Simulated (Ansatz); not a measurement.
A periodic structure is given below.

```xyz
5
Lattice="3.9177 0.0000 0.0000 0.0000 3.9177 0.0000 0.0000 0.0000 4.0940" Properties=species:S:1:pos:R:3 pbc="T T T"
Sr    0.0000    0.0000    0.0000
Ti    1.9589    1.9589    2.0470
O     1.9589    0.0000    2.0470
O     1.9589    1.9589    0.0000
O     0.0000    1.9589    2.0470
```

Question: Summarise the structure in words.

Answer: Formula: SrTiO3. It is primitive tetragonal, space group P4/mmm (No. 123). With Z = 1, the cell contains 1 Sr, 1 Ti, 3 O. The polyhedra are TiO6 octahedra; they share corners. Sr is coordinated by twelve O in a cuboctahedral arrangement at 2.77 to 2.83 Å. Each Ti atom is coordinated by six O in an octahedral arrangement at 1.96 to 2.05 Å. The coordination shell of O holds four Sr and two Ti in a distorted octahedral arrangement (2.77 to 2.83 Å to Sr, 1.96 to 2.05 Å to Ti). The bonds build a three-dimensional framework.

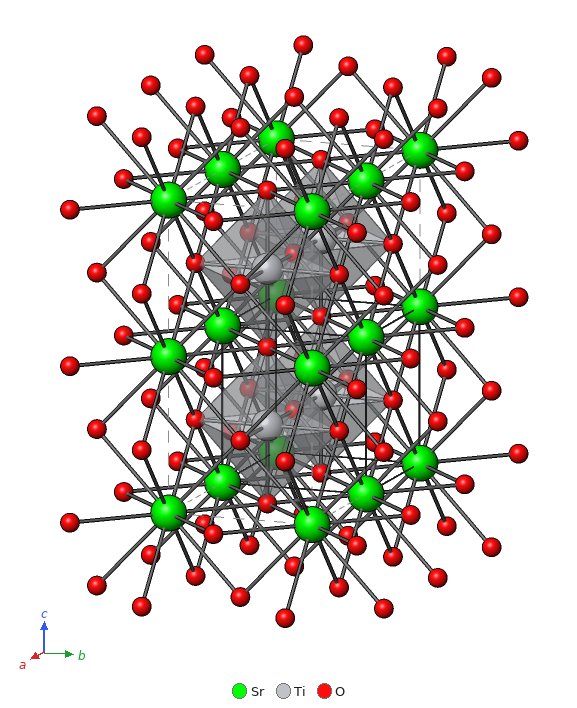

Figure: polyhedral view slightly off an axis. The solid box is one conventional unit cell, and 2×1×2 cells are shown. Some atoms of the next cells are drawn as well.

Origin of the cell: a structure listed in the Materials Project. The cell was then strained or its atoms displaced on purpose. It went into a calculation with Ansatz.

At this level of theory the cell isn't at rest (stretched, at -7 GPa), so its distances can differ from those at equilibrium, the more so the softer the solid.
